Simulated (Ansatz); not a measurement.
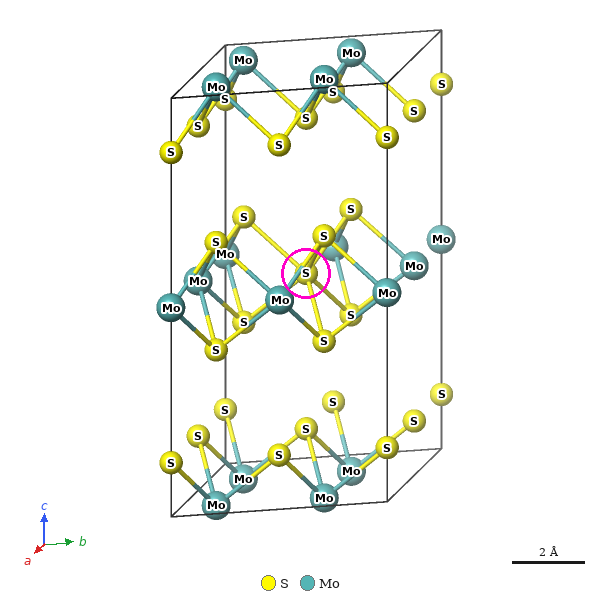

The figure gives a ball-and-stick picture of the atoms, viewed slightly off an axis. The parallelepiped is the supercell. The host is MoS2, in a cell of 24 sites, and the cell carries a charge of +1. A ring marks the defect's site.

What imperfection does the supercell contain?

Answer. Sulfur on a molybdenum site (an antisite). It is bonded to six S in a trigonal prismatic arrangement at about 2.4 Å. Not all metal-metal contacts are counted.

The calculation used DFT PBE+D3(BJ), scalar-relativistic, plane waves, PAW (Ansatz 0.2.0), with a basis cut at 420 eV, k-mesh 3×3×2, Gaussian smearing of 0.01 eV, collinear spins.

Does the defect carry a magnetic moment?

Answer. Yes, 0.2 μB in the cell.

The atoms were relaxed in the host's cell with DFT PBE+D3(BJ), scalar-relativistic, plane waves, PAW (Ansatz 0.2.0).
